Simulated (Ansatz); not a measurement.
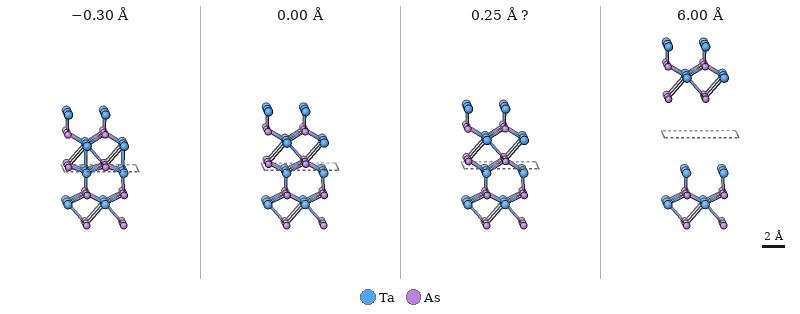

Energy scan for solid TaAs (I4_1md), in which the crystal is pulled apart rigidly along the normal of the (0 0 1) plane of the conventional cell, at a cut between a plane of Ta below and one of As above, 0.95 Å apart. One cut stands in each cell, which starts 11.6 Å high; nothing is relaxed, and the dashed outline marks the cut. The picture is a ball-and-stick view of the layers on both sides of the cut, seen from the side, nearly along the cut plane.

The calculation used DFT PBEsol, scalar-relativistic, plane waves, PAW in Ansatz. (plane-wave cutoff 420 eV; k-point mesh 14 × 14 × 4; occupations gaussian; smearing width 0.15 eV; no spin polarisation). Energies (free energies at the smearing named) are counted from the relaxed crystal.

```csv
opening (Å),ΔE per area (J/m²)
−0.30,0.59
0.00,0.00
0.25,?
0.50,1.25
1.00,3.72
2.00,6.65
3.00,7.51
6.00,7.92
```

**Estimate the missing energy from the other rows, and compare with the calculation.**

A straight line between the two neighbours gives 0.62 J/m². A cubic through the four nearest rows (−0.30, 0.00, 0.50, 1.00) gives, with Lagrange weights, (−0.1502)(0.59) + (0.6875)(0.00) + (0.5156)(1.25) + (−0.0529)(3.72) = 0.36 J/m². The calculation gives 0.35 J/m², so the cubic is 0.01 J/m² too high and the straight line 0.27 J/m² too high, as the curve bends upwards here.

The whole profile:

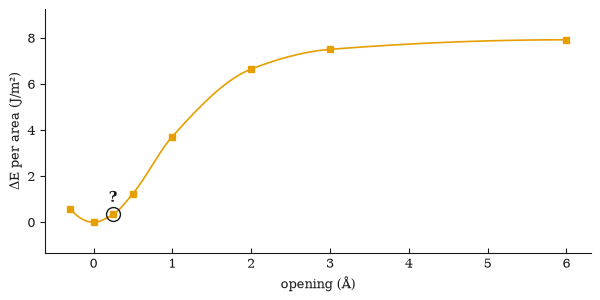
